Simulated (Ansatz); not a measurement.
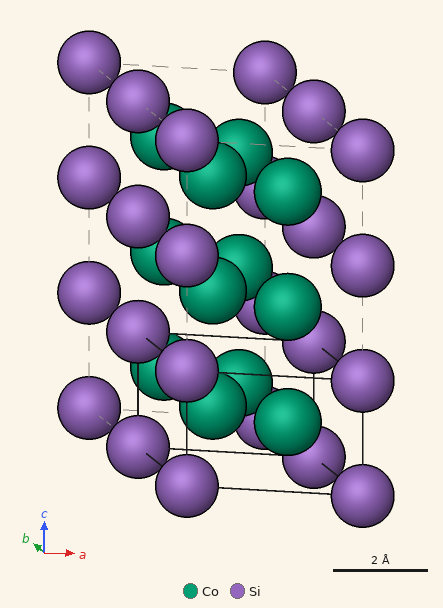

The figure gives a spheres-only picture of the atoms, viewed slightly off an axis. The solid frame is a single conventional unit cell within a 1×2×3 block.

- This is Co$_{2}$Si.
- The lattice is primitive hexagonal and the space group P6/mmm (No. 191).
- Its structure type: AlB₂ type.
- It has 3 atoms to the cell (2 Co, 1 Si).

Starting structure: a textbook structure type filled with these elements (whether it is the usual form wasn't checked). It is drawn as it came out of a relaxation with Ansatz 0.2.0, DFT PBE, scalar-relativistic, plane waves, PAW.
